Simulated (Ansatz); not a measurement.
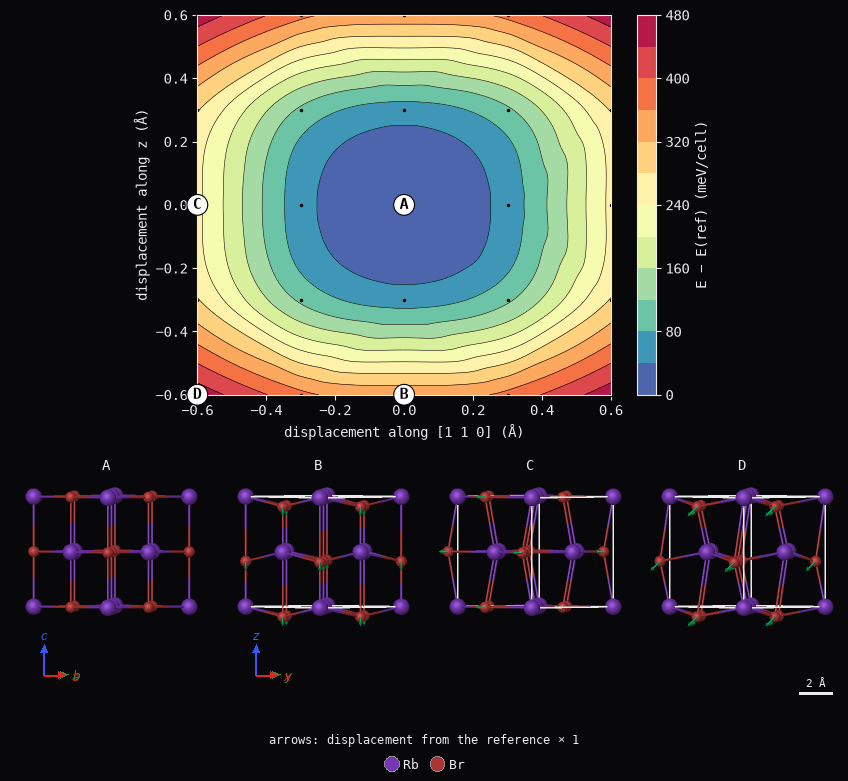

A crystal of RbBr (Fm-3m): the Br atom (one in each cell of 2 atoms) is moved over the plane of the Cartesian directions [1 1 0] and z, all else fixed. The map is interpolated between the computed points (dots). The lettered frames are marked on it. A ball-and-stick model of the conventional cell (4 times the calculation's cell), seen nearly along the normal of the scanned plane. Green arrows: displacements from the reference. Lengths and directions refer to the drawn axes.

These are results of Ansatz, DFT PBE, scalar-relativistic, plane waves, PAW, not measurements. Settings: plane-wave cutoff 420 eV; k-point mesh 6 × 6 × 6; occupations gaussian; smearing width 0.05 eV; no spin polarisation. Energies (free energies at the smearing named) are counted from the cell as listed in its source, which wasn't relaxed.

Q: Describe the energy landscape.

A: In pairs of (displacement along [1 1 0] (Å); displacement along z (Å)): the lowest computed point lies at (0.00, 0.00) (0 meV/cell), the highest at (−0.60, −0.60), (0.60, 0.60), (0.60, −0.60), (−0.60, 0.60) (464 meV/cell).  Over the ranges scanned the energy rises by about as much along both axes. The frames lie at A (0.00, 0.00): 0 meV/cell, B (0.00, −0.60): 349 meV/cell, C (−0.60, 0.00): 250 meV/cell, D (−0.60, −0.60): 464 meV/cell.
